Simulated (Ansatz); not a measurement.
Geometry relaxation, with input and output: Hf8O17 (charge −2) (part 2 of 4)

Continued. System: Hf8O17 (defect cell, 25 atoms in the cell, total charge −2). Method: DFT PBE, scalar-relativistic, plane waves, PAW, no spin polarisation (Ansatz 0.2.0); cutoff 420 eV, 2×2×2 k-mesh, Gaussian smearing of 0.02 eV. The structure derives from a Materials Project entry. It belongs to a series of runs on one base structure; here: O_i, charge -2, atoms relaxed at the host's cell.

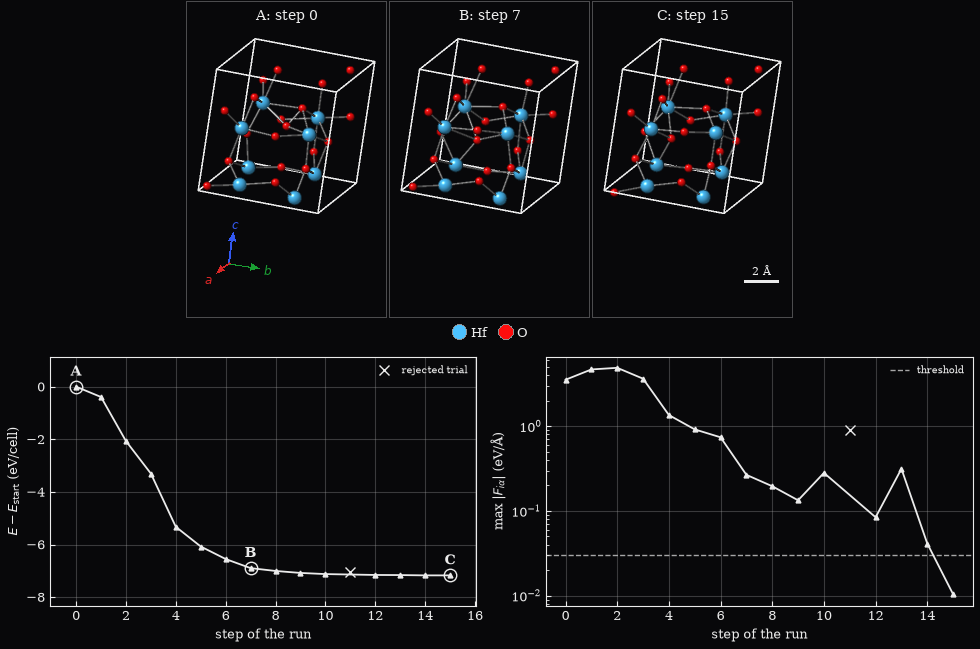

Frames of the relaxation (ball-and-stick view of the cell of the calculation (origin shifted), seen slightly off an axis) above the curves, on which the letters mark them (the first geometry is step 0 here and step 1 in the log).

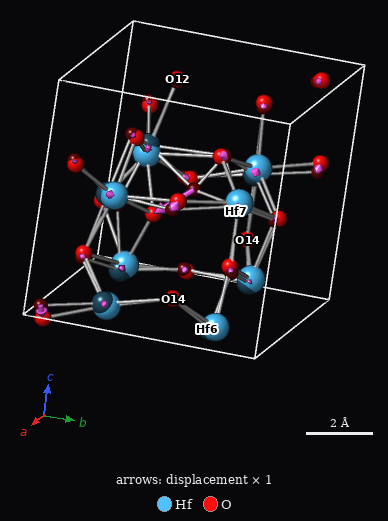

Start (faint) and end (solid) with the displacements as pink arrows, at true length (ball-and-stick view of the cell of the calculation (origin shifted), seen slightly off an axis). Over 15 geometry steps the energy falls by 7.174 eV per cell of the calculation. The largest force component goes from 3.5 to 0.01 eV/Å. The line search rejected the trial step at point 11 (counted from 0) and went back. The atom that moves furthest is O25 (1.46 Å). Largest moves by element: O 1.46 Å, Hf 0.34 Å. The cell stays as it was. Among the contacts that change: Hf3–O25 3.411 → 2.041 Å, Hf6–O21 3.467 → 2.142 Å, Hf5–O21 2.143 → 3.438 Å, O16–O25 1.429 → 2.723 Å. New bonds form: Hf3–O25 (3.41 → 2.04 Å), Hf5–O25 (3.18 → 2.16 Å), Hf6–O21 (3.47 → 2.14 Å). Bonds break: Hf5–O21 (2.14 → 3.44 Å), O16–O25 (1.43 → 2.72 Å). Among the angles that change: Hf2–O21–Hf3 138.8° → 108.9°, Hf4–O16–Hf6 116.5° → 99.9°, O15–Hf5–O19 100.6° → 116.3°. (Atoms are counted from 1 in the order of the input.)

```
SCF converged after 6 iterations
Free energy (F): -135426.141163 eV
Harris-Foulkes:  -135426.141163 eV  (|F-HF|=4.25e-9)
Internal energy: -135426.141163 eV  (E = F + TS)
E sigma→0 (E₀):  -135426.141163 eV
Fermi energy:    16.443653 eV
--- Per-component energies (eV) ---
  E_band       = 32.863338
  E_kinetic    = 6392.117254
  E_local      = -49058.598553  (includes V_loc(G=0)·N_el)
  E_nonlocal   = -9122.562665
  E_hartree    = 22400.144011
  E_xc         = -3677.180314
  E_vxc        = -3760.160520  (∫ρ·V_xc dr)
  E_paw        = -58111.617882  (= ΣΔE_a)
  E_vpaw       = 10781.747372  (= ΣTr[D̂ρ^β])
  E_aug_tail   = 0.042318  (compensation charges beyond the density's cutoff)
  E_ewald      = -44248.485332
  E_smearing   = -0.000000  (= −TS)
  E_closure    = 0.000000  (closes the sum)
  E_deformation_potential = -46.231301  (in the stress; not in F)
  Σ components = -135426.141163   (vs F -135426.141163, Δ=0.00e0)
--- Forces (eV/Å), atoms counted from 1 ---
  atom   1  Hf    -0.00407311    -0.00213883    -0.00451757
  atom   2  Hf     0.00176120     0.00374971    -0.00118851
  atom   3  Hf    -0.00142554     0.00070192     0.00151846
  atom   4  Hf    -0.00252006    -0.00584840     0.00133488
  atom   5  Hf    -0.00205626    -0.00024726    -0.00531166
  atom   6  Hf    -0.00248311    -0.00615990    -0.00264516
  atom   7  Hf    -0.00298878     0.00515392     0.00697407
  atom   8  Hf     0.01039448     0.00448293    -0.00098971
  atom   9  O      0.00424183     0.00113540    -0.00137982
  atom  10  O     -0.00177295    -0.00071930     0.00129248
  atom  11  O      0.00176242     0.00149787     0.00100927
  atom  12  O      0.00017000    -0.00031131    -0.00284335
  atom  13  O      0.00058408     0.00068915     0.00187781
  atom  14  O     -0.00025489     0.00055242     0.00331389
  atom  15  O     -0.00037237     0.00117346    -0.00250202
  atom  16  O     -0.00044434    -0.00089363    -0.00075071
  atom  17  O      0.00031240    -0.00251618     0.00144230
  atom  18  O     -0.00097811     0.00283009     0.00271710
  atom  19  O     -0.00029666    -0.00224822    -0.00104335
  atom  20  O     -0.00058384    -0.00271689     0.00142087
  atom  21  O     -0.00143232    -0.00027167     0.00230157
  atom  22  O      0.00267498    -0.00133534     0.00531530
  atom  23  O     -0.00090151    -0.00107701    -0.00343982
  atom  24  O      0.00080208    -0.00109500    -0.00284526
  atom  25  O     -0.00013334     0.00569357    -0.00110003
  max |Σ_I F_I| component: 8.15e-5 eV/Å
--- Charged-cell corrections in eV (Makov–Payne, q = -2.000 e, ε = [[21.711, 0.000, 1.580], [0.000, 19.871, 0.000], [1.580, 0.000, 16.401]]) ---
  F (periodic)     = -135426.141163  (uncorrected; the corrections below are reported, never added to it)
  E_corr1          = +0.657358  (monopole, q²α_M/2ε̄L, of the cell on which ε is isotropic)
  F Makov-Payne    = -135425.483805  (F + E_corr1; no measured alignment; for a localised charge, not one spread in a band: unchecked)
  no potential alignment in this run, which stands beside a crystal: run the host's input off ansatz write-host-input, and read the two finished runs by ansatz place-levels (neither reads a slab, a wire or a sheet, whose cell leaves a vacuum)
--- Band table (eV) ---
  k-point 0: bands = ["-46.6184", "-46.6152", "-46.5935", "-46.5305", "-46.4682", "-46.4649", "-46.4238", "-46.3164", "-15.5607", "-15.5387", "-15.5131", "-15.4927", "-15.4635", "-15.4618", "-15.4363", "-15.4098", "-15.3741", "-15.3586", "-15.3247", "-15.3033", "-15.2765", "-15.2476", "-15.2286", "-15.1932", "-15.1825", "-15.1441", "-15.1316", "-15.1257", "-15.0810", "-15.0711", "-15.0094", "-14.9423", "-3.3105", "-3.2770", "-3.1207", "-2.9580", "-2.6595", "-2.5525", "-2.4966", "-2.4541",
      "-2.3867", "-2.3532", "-2.2396", "-2.1777", "-2.1318", "-1.9755", "-1.8790", "-1.7763", "-1.4781", "3.5278", "3.5306", "3.5341", "3.5367", "3.5408", "3.5421", "3.5475", "3.5489", "3.5535", "3.5550", "3.5595", "3.5622", "3.5628", "3.5664", "3.5747", "3.5771", "3.5804", "3.5839", "3.5960", "3.5996", "3.6051", "3.6126", "3.6216", "3.6357", "3.6374", "3.6466", "3.6661", "3.6675", "3.6711", "3.6730", "3.6784",
      "3.6825", "3.6875", "3.6920", "3.6967", "3.7024", "3.7065", "3.7100", "3.7156", "3.7198", "3.7211", "3.7283", "3.7356", "3.7401", "3.7420", "3.7448", "3.7582", "3.7608", "3.7754", "3.8214", "3.8242", "3.8452", "3.8605", "3.8706", "3.8803", "3.8866", "8.9613", "9.1496", "9.2035", "9.2934", "9.4573", "9.6357", "9.6560", "9.7706", "9.8207", "9.8620", "9.9569", "10.0631", "10.2070", "10.2944", "10.4689",
      "10.5881", "10.7349", "10.8101", "10.9062", "11.0654", "11.0831", "11.2988", "11.3567", "11.4245", "11.5858", "11.7606", "11.8075", "11.8661", "12.0098", "12.0768", "12.1746", "12.2232", "12.3653", "12.4506", "12.5845", "12.6795", "12.7469", "12.8082", "12.8505", "12.9098", "13.0425", "13.1140", "13.1763", "13.2917", "13.3480", "13.4228", "13.5276", "13.6632", "13.7748", "14.2719", "14.4797", "18.3620", "18.5838", "18.7446", "18.9596",
      "19.1661", "19.3136", "19.3617", "19.4978", "19.6079", "19.8139", "19.9037", "20.0175", "20.1516", "20.2836", "20.4421", "20.5133", "20.7089", "20.8350", "20.9893", "21.2102", "21.3343", "21.4404", "21.5816", "21.6753", "21.7679", "21.8916", "21.9683", "22.1517", "22.2942", "22.4779", "22.6579", "22.7319"]
  k-point 1: bands = ["-46.6189", "-46.6146", "-46.5935", "-46.5305", "-46.4682", "-46.4649", "-46.4238", "-46.3163", "-15.5705", "-15.5659", "-15.5508", "-15.5120", "-15.4855", "-15.4647", "-15.4410", "-15.3890", "-15.3435", "-15.3307", "-15.3072", "-15.2800", "-15.2712", "-15.2564", "-15.2133", "-15.1944", "-15.1782", "-15.1505", "-15.1386", "-15.1239", "-15.0852", "-15.0677", "-15.0036", "-14.9393", "-3.6642", "-3.2820", "-2.8833", "-2.7884", "-2.7394", "-2.6504", "-2.5521", "-2.4886",
      "-2.3765", "-2.2380", "-2.2061", "-2.1464", "-2.0653", "-2.0007", "-1.8535", "-1.7815", "-1.4884", "3.5259", "3.5299", "3.5335", "3.5369", "3.5413", "3.5443", "3.5471", "3.5488", "3.5523", "3.5579", "3.5596", "3.5616", "3.5633", "3.5658", "3.5708", "3.5782", "3.5828", "3.5863", "3.5963", "3.5992", "3.6066", "3.6122", "3.6220", "3.6344", "3.6375", "3.6472", "3.6667", "3.6680", "3.6713", "3.6722", "3.6780",
      "3.6823", "3.6874", "3.6936", "3.6979", "3.7027", "3.7054", "3.7094", "3.7165", "3.7187", "3.7231", "3.7283", "3.7354", "3.7398", "3.7423", "3.7439", "3.7581", "3.7605", "3.7787", "3.8212", "3.8250", "3.8454", "3.8601", "3.8720", "3.8786", "3.8883", "8.9846", "9.0887", "9.1795", "9.2275", "9.3031", "9.5953", "9.6478", "9.6872", "9.7698", "9.8733", "9.9982", "10.1503", "10.2495", "10.3276", "10.4144",
      "10.5218", "10.6524", "10.8053", "10.8864", "11.0734", "11.1553", "11.2617", "11.3677", "11.5800", "11.6210", "11.8295", "11.9105", "11.9938", "12.0588", "12.1118", "12.2034", "12.2680", "12.3824", "12.4850", "12.5737", "12.6156", "12.6877", "12.7818", "12.8720", "13.0007", "13.0609", "13.1160", "13.1591", "13.2471", "13.3784", "13.4644", "13.5629", "13.6395", "13.7176", "14.2262", "14.4538", "18.3485", "18.6120", "18.7651", "18.8921",
      "19.1983", "19.2420", "19.3432", "19.4897", "19.6687", "19.7417", "19.8754", "19.9703", "20.1411", "20.2510", "20.3378", "20.4497", "20.7612", "20.8662", "20.9781", "21.0949", "21.2661", "21.3388", "21.5811", "21.6480", "21.7626", "21.8711", "21.9925", "22.1560", "22.2391", "22.3709", "22.5168", "22.7025"]
  k-point 2: bands = ["-46.6184", "-46.6152", "-46.5935", "-46.5305", "-46.4681", "-46.4650", "-46.4238", "-46.3163", "-15.6011", "-15.5599", "-15.5207", "-15.5027", "-15.4731", "-15.4561", "-15.4410", "-15.3938", "-15.3794", "-15.3450", "-15.3131", "-15.2757", "-15.2613", "-15.2444", "-15.2265", "-15.1979", "-15.1694", "-15.1537", "-15.1325", "-15.1145", "-15.0872", "-15.0694", "-15.0121", "-14.9325", "-3.6696", "-3.2580", "-2.9175", "-2.7999", "-2.7350", "-2.6343", "-2.5531", "-2.3723",
      "-2.3519", "-2.2863", "-2.2073", "-2.1839", "-2.1054", "-1.9852", "-1.9171", "-1.7674", "-1.4675", "3.5278", "3.5309", "3.5345", "3.5372", "3.5411", "3.5434", "3.5473", "3.5492", "3.5543", "3.5547", "3.5593", "3.5620", "3.5634", "3.5649", "3.5748", "3.5764", "3.5816", "3.5837", "3.5963", "3.5987", "3.6065", "3.6109", "3.6218", "3.6352", "3.6383", "3.6461", "3.6651", "3.6675", "3.6709", "3.6725", "3.6785",
      "3.6833", "3.6873", "3.6924", "3.6970", "3.7017", "3.7066", "3.7106", "3.7165", "3.7185", "3.7225", "3.7297", "3.7361", "3.7392", "3.7421", "3.7443", "3.7576", "3.7595", "3.7801", "3.8210", "3.8246", "3.8453", "3.8604", "3.8698", "3.8793", "3.8855", "9.0353", "9.1297", "9.1680", "9.2070", "9.3028", "9.5232", "9.5915", "9.7116", "9.8676", "10.0047", "10.0368", "10.1500", "10.3131", "10.3943", "10.5049",
      "10.5527", "10.6550", "10.7147", "10.7850", "11.0444", "11.0907", "11.2678", "11.4137", "11.5613", "11.5806", "11.7279", "11.8714", "11.9803", "12.0706", "12.1241", "12.2090", "12.3540", "12.3844", "12.4696", "12.5037", "12.5493", "12.6473", "12.7066", "12.7924", "12.8300", "13.0156", "13.1135", "13.1708", "13.2733", "13.3716", "13.4405", "13.5932", "13.6754", "13.7423", "14.4144", "14.5388", "18.4064", "18.5848", "18.8175", "18.9989",
      "19.0969", "19.2726", "19.3688", "19.4982", "19.5660", "19.8296", "19.9800", "20.0338", "20.1233", "20.2133", "20.4399", "20.5554", "20.6987", "20.8052", "20.9282", "21.0062", "21.1161", "21.4202", "21.5543", "21.6856", "21.7699", "21.9069", "21.9530", "22.1389", "22.3274", "22.4493", "22.5663", "22.7099"]
  k-point 3: bands = ["-46.6189", "-46.6147", "-46.5935", "-46.5305", "-46.4681", "-46.4650", "-46.4238", "-46.3163", "-15.6057", "-15.5738", "-15.5586", "-15.5342", "-15.4902", "-15.4715", "-15.4284", "-15.3921", "-15.3358", "-15.3114", "-15.2995", "-15.2759", "-15.2553", "-15.2368", "-15.2215", "-15.1909", "-15.1702", "-15.1566", "-15.1350", "-15.1181", "-15.0911", "-15.0667", "-15.0053", "-14.9304", "-3.8558", "-3.1366", "-2.9856", "-2.8763", "-2.7334", "-2.6135", "-2.5145", "-2.3961",
      "-2.3227", "-2.2448", "-2.2074", "-2.1167", "-2.0773", "-1.9804", "-1.8777", "-1.7749", "-1.4749", "3.5262", "3.5302", "3.5341", "3.5373", "3.5412", "3.5444", "3.5477", "3.5491", "3.5535", "3.5572", "3.5591", "3.5619", "3.5628", "3.5656", "3.5713", "3.5784", "3.5824", "3.5860", "3.5963", "3.5994", "3.6064", "3.6123", "3.6208", "3.6344", "3.6383", "3.6470", "3.6655", "3.6678", "3.6707", "3.6720", "3.6790",
      "3.6825", "3.6876", "3.6936", "3.6968", "3.7043", "3.7059", "3.7108", "3.7165", "3.7190", "3.7211", "3.7307", "3.7359", "3.7396", "3.7401", "3.7446", "3.7572", "3.7594", "3.7841", "3.8212", "3.8248", "3.8455", "3.8605", "3.8712", "3.8779", "3.8858", "8.7032", "8.8691", "9.0850", "9.3912", "9.5092", "9.5624", "9.6802", "9.7249", "9.8231", "9.9473", "10.0761", "10.2007", "10.3571", "10.4720", "10.4799",
      "10.6321", "10.7414", "10.8114", "10.9390", "11.0228", "11.1146", "11.1983", "11.2476", "11.3841", "11.5592", "11.6179", "11.7037", "11.8472", "11.9903", "12.0728", "12.1680", "12.2342", "12.4366", "12.4738", "12.5628", "12.6313", "12.7793", "12.8444", "12.9316", "13.0372", "13.0686", "13.1182", "13.1793", "13.2834", "13.3783", "13.4916", "13.5945", "13.6842", "13.8347", "14.4132", "14.5097", "18.4413", "18.6451", "18.7090", "18.8954",
      "19.0408", "19.1971", "19.3540", "19.4406", "19.6297", "19.7671", "19.8159", "19.9851", "20.1028", "20.2855", "20.4764", "20.5398", "20.6651", "20.7932", "20.9326", "21.0726", "21.1654", "21.3260", "21.4588", "21.5175", "21.6725", "21.8409", "21.9745", "22.0922", "22.2057", "22.4322", "22.5091", "22.6083"]
```
